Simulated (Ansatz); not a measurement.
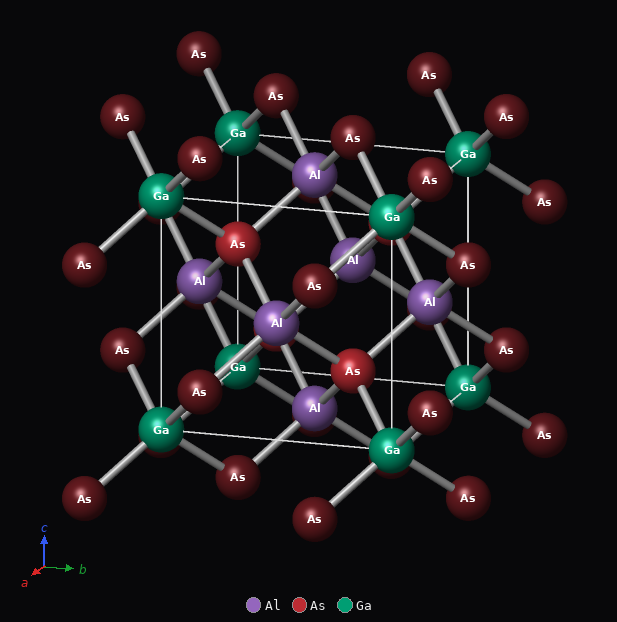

Figure: ball-and-stick view slightly off an axis. Atoms at the boundary of the conventional unit cell (the box) are drawn once for each face, edge or corner they touch. Atoms outside the box are added where they are bonded to one inside, in fainter colours.

Al$_{3}$GaAs$_{4}$, space group P-43m (No. 215), a = 5.676 Å, b = 5.676 Å, c = 5.676 Å, α = 90.00°, β = 90.00°, γ = 90.00°. Provenance: a structure type filled with these elements by a generator (whether the compound takes this form wasn't checked). Earlier steps of the study, as a rule a relaxation of our own, may have changed the cell and positions, so they can lie some per cent off the listed ones. It went into a calculation with Ansatz.

This one geometry was computed with Ansatz (DFT, plane waves, PAW) at five levels of theory: PBE0, r2SCAN, HSE06, PBE and PBE with spin-orbit coupling. It was relaxed beforehand with r2SCAN.

### Which level gives the highest pressure at this volume, and what does that say about its equilibrium volume?

Highest: PBE (2.1 GPa) and PBE with spin-orbit coupling (2.1 GPa), which points to the largest equilibrium volume. Lowest, with the smallest volume: PBE0 (0.1 GPa), r2SCAN (0.0 GPa) and HSE06 (0.3 GPa). Levels within 0.5 GPa of each other can't be told apart.

### How does the band gap change with the level of theory?

PBE with spin-orbit coupling: a gap of 1.03 eV, indirect; PBE: a gap of 1.13 eV, indirect; r2SCAN: a gap of 1.52 eV, indirect; HSE06: a gap of 1.90 eV, indirect; PBE0: a gap of 2.51 eV, indirect.

### Collect the results in a table.

| level | cutoff (eV) | k-mesh of the run's cell | gap (eV) | pressure (GPa) |
| --- | --- | --- | --- | --- |
| PBE0 | 420 | 4×4×4 | 2.51 | 0.1 |
| r2SCAN | 500 | 4×4×4 | 1.52 | 0.0 |
| HSE06 | 420 | 4×4×4 | 1.90 | 0.3 |
| PBE | 420 | 4×4×4 | 1.13 | 2.1 |
| PBE with spin-orbit coupling | 420 | 4×4×4 | 1.03 | 2.1 |

Gaps are taken on the k-mesh or band path of each run.
